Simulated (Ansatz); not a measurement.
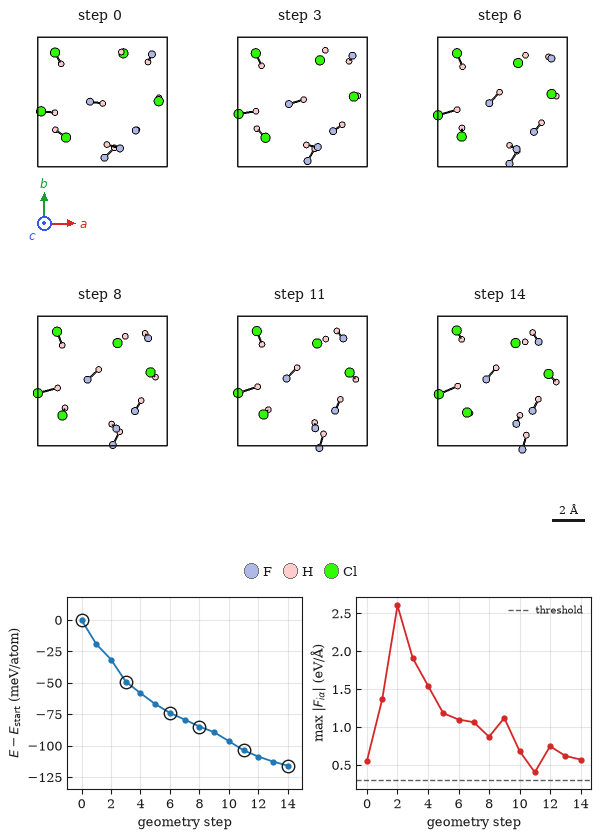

Frames of a relaxation of an amorphous cell of composition H2ClF, marked on the history of the run. The picture is a ball-and-stick view of the cell of the calculation, seen along the c axis.

The cell holds 5 HF + 5 HCl. The run prepares the start of a later molecular dynamics calculation, from a guessed geometry.

All numbers below come from Ansatz, DFT PBE, scalar-relativistic, plane waves, PAW.

Input file:
```yaml
accuracy: low
crystal:
  lattice:
    - [8.205608, 0.0, 0.0]
    - [0.0, 8.205608, 0.0]
    - [0.0, 0.0, 8.205608]
  atoms:
    - { symbol: F, position: [0.8819787, 0.8673186, 0.7463801] }
    - { symbol: H, position: [0.8515477, 0.8080822, 0.6540869] }
    - { symbol: F, position: [0.6349707, 0.1405787, 0.8111671] }
    - { symbol: H, position: [0.5343355, 0.1703733, 0.7671459] }
    - { symbol: F, position: [0.4037599, 0.5012496, 0.0592554] }
    - { symbol: H, position: [0.5019474, 0.4876616, 0.0033305] }
    - { symbol: F, position: [0.7569197, 0.2789367, 0.5804746] }
    - { symbol: H, position: [0.7662759, 0.2840691, 0.4671647] }
    - { symbol: F, position: [0.5156829, 0.0684785, 0.3482641] }
    - { symbol: H, position: [0.5920608, 0.1449093, 0.3840101] }
    - { symbol: Cl, position: [0.0257805, 0.4270296, 0.8823916] }
    - { symbol: H, position: [0.1319832, 0.4167696, 0.7686021] }
    - { symbol: Cl, position: [0.6614808, 0.8752139, 1.0443214] }
    - { symbol: H, position: [0.6461026, 0.8851843, 0.8894136] }
    - { symbol: Cl, position: [0.2184645, 0.2240514, 0.3452347] }
    - { symbol: H, position: [0.1360616, 0.2841474, 0.2272069] }
    - { symbol: Cl, position: [0.1332926, 0.8810226, 0.1429579] }
    - { symbol: H, position: [0.1799804, 0.7934328, 0.0226225] }
    - { symbol: Cl, position: [0.9346911, 0.5050177, 0.3040362] }
    - { symbol: H, position: [0.9356256, 0.5310003, 0.15023] }
basis:
  ecutwfc: 420.0
kpoints:
  mp_grid: { grid: [1, 1, 1] }
hamiltonian:
  xc: pbe
scf:
  occupations: { method: fermi_dirac, width: 0.02 }
  lower_state_search: "off"
relax:
  f_tol: 0.3
  max_steps: 15
  adjacent_minimum: "off"
```

Launched with:
```bash
ansatz run input.yaml --threads 1 --pin off --max-ram 3072MiB --backend cpu --events-out ev --progress --plain --runs-dir out
```

What happens along the run?

The relaxation stopped without meeting its thresholds, so the last structure isn't shown to be converged. It used up its limit of 15 steps. F9 moves most: 1.63 Å along [3 −2 2]. Largest moves by element: F 1.63 Å, H 1.50 Å, Cl 0.91 Å. The lattice vectors keep their values. Among the contacts that change: Cl13–H14 1.280 → 1.322 Å, F7–H8 0.934 → 0.975 Å, F1–H2 0.934 → 0.967 Å, F5–H6 0.934 → 0.964 Å. After 14 geometry steps the energy has fallen by 116 meV per atom. Largest force component: 0.56 eV/Å at the start, 0.57 eV/Å at the end. From step 0 to 3: Cl13 moves most (0.49 Å), energy −49.0 meV per atom. From step 3 to 6: H6 moves most (0.57 Å), energy −24.8 meV per atom. From step 6 to 8: H12 moves most (0.35 Å), energy −10.9 meV per atom. From step 8 to 11: H and F atoms move most (0.55 Å), energy −18.9 meV per atom. From step 11 to 14: H4 moves most (0.57 Å), energy −12.2 meV per atom.

| step | E − E(0), meV/atom | largest force component, eV/Å |
| --- | --- | --- |
| 0 | 0.00 | 0.5571 |
| 1 | -19.18 | 1.3686 |
| 2 | -31.37 | 2.6053 |
| 3 | -48.98 | 1.9107 |
| 4 | -58.11 | 1.5468 |
| 5 | -66.80 | 1.1842 |
| 6 | -73.79 | 1.1010 |
| 7 | -79.15 | 1.0655 |
| 8 | -84.64 | 0.8731 |
| 9 | -89.15 | 1.1211 |
| 10 | -96.23 | 0.6857 |
| 11 | -103.54 | 0.4047 |
| 12 | -108.53 | 0.7486 |
| 13 | -112.50 | 0.6217 |
| 14 | -115.77 | 0.5726 |

Limits of the set-up: the program's low-accuracy preset was used; the periodic images lie only 8.2 Å apart, so the values are limited by the cell's size.
